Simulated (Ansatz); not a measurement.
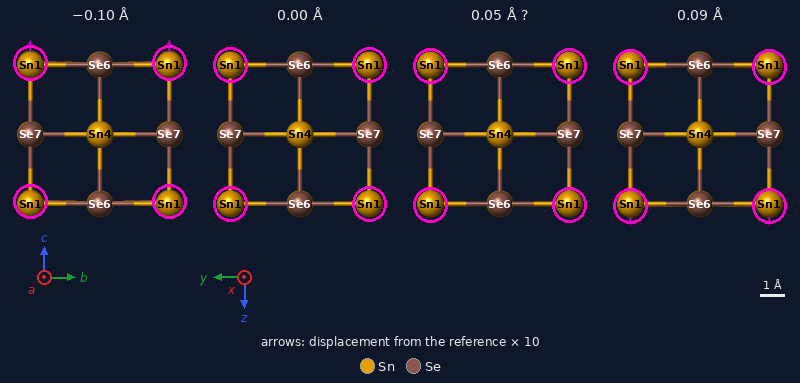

Crystalline SnSe (Fm-3m): a Se atom (one in each cell of 8 atoms) is moved along Cartesian [0 0 1], all else fixed. The picture is a ball-and-stick view of the cell of the calculation, seen along the a axis. The ringed atoms are those of the scanned coordinate. Purple arrows: displacements from the reference.

All numbers below come from DFT PBEsol, scalar-relativistic, plane waves, PAW (Ansatz 0.2.0). Settings: plane-wave cutoff 420 eV; k-point mesh 6 × 6 × 6; occupations gaussian; smearing width 0.05 eV; no spin polarisation. Energies (free energies at the smearing named) are counted from the relaxed crystal.

| displacement (Å) | energy change (meV/cell) |
| --- | --- |
| −0.10 | 6.06 |
| −0.06 | 2.08 |
| −0.02 | 0.23 |
| 0.00 | 0.00 |
| 0.04 | 0.91 |
| 0.05 | ? |
| 0.07 | 2.86 |
| 0.08 | 3.78 |
| 0.09 | 4.85 |

> Fill in the missing row.

A straight line between the two neighbours gives 1.56 meV/cell. A cubic through the four nearest rows (0.00, 0.04, 0.07, 0.08) gives, with Lagrange weights, (−0.0268)(0.00) + (0.6250)(0.91) + (0.7143)(2.86) + (−0.3125)(3.78) = 1.43 meV/cell. The calculation gives 1.43 meV/cell, so the cubic is right to the digits shown and the straight line 0.13 meV/cell too high, as the curve bends upwards here.

The whole profile:

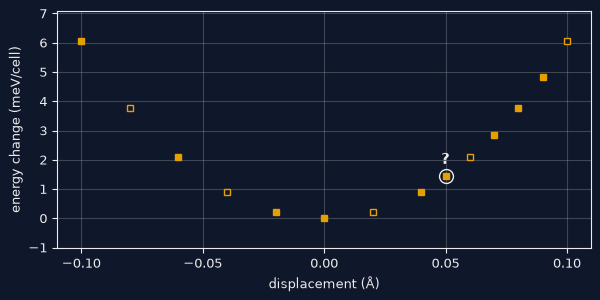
